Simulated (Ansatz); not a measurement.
Co

```yaml
crystal:
  lattice:
    - [2.80464, 0.00000, 0.00000]
    - [0.00000, 2.80464, 0.00000]
    - [0.00000, 0.00000, 2.80464]
  atoms:
    - { symbol: Co, position: [0.00000, 0.00000, 0.00000] }
    - { symbol: Co, position: [0.50000, 0.50000, 0.50000] }
```

Space group Im-3m; a structure from a database of computed crystals, not necessarily the ambient phase; computed pressure about −7 GPa in this cell; spin-polarised.

Level of theory: DFT, PBE, PAW with Ansatz's default frozen-core files, scalar-relativistic (Ansatz 0.2.0).

Core electrons are frozen (PAW), and the valence fields are smoothed inside the atomic spheres.

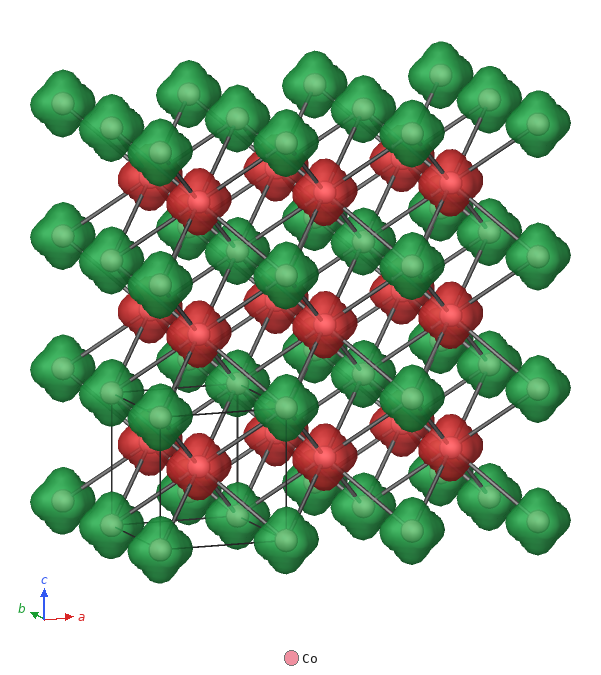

Figure 1. Isosurfaces of the spin density at +0.2 (green) and −0.2 e/Å³ (red), seen slightly off an axis. Sticks mark near contacts.

**Describe the spin distribution.**

The spin density sits on Co: +0.9 μB and −0.9 μB in one cell of 2 atoms: antiferromagnetic in this solution, which needn't be the ground state, with every nearest magnetic neighbour opposed. The cell of the calculation (2 atoms) carries 0.0 μB of net spin moment.

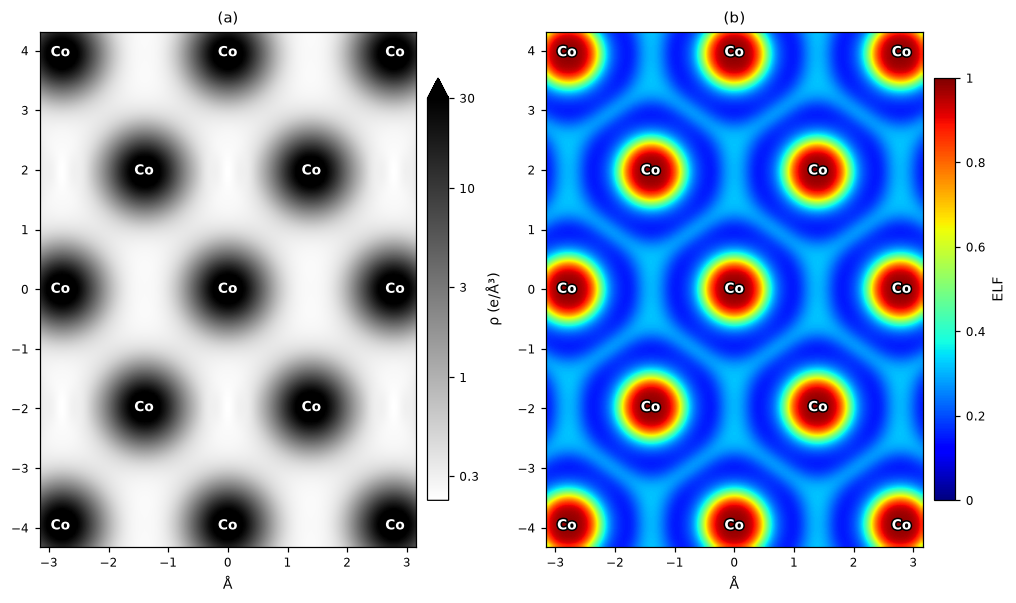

Figure 2. (a) valence charge density (pseudo); (b) electron localisation function on the (110) plane of the cell of the magnetic structure.

**Interpret the plot.**

The section cuts through Co sites.
Co–Co (2.43 Å): ρ is about 0.36 e/Å³ halfway; the ELF is about 0.25 at the midpoint; no shared electron pair shows on this line.
Between the atoms the lowest density in this plane is 0.22 e/Å³.
The features right at Co lie inside the PAW spheres, where the map follows smoothed inner orbitals and isn't to be read closely.

**Metal or insulator at this level of theory?**

It is gapless in this calculation (a metal or semimetal).
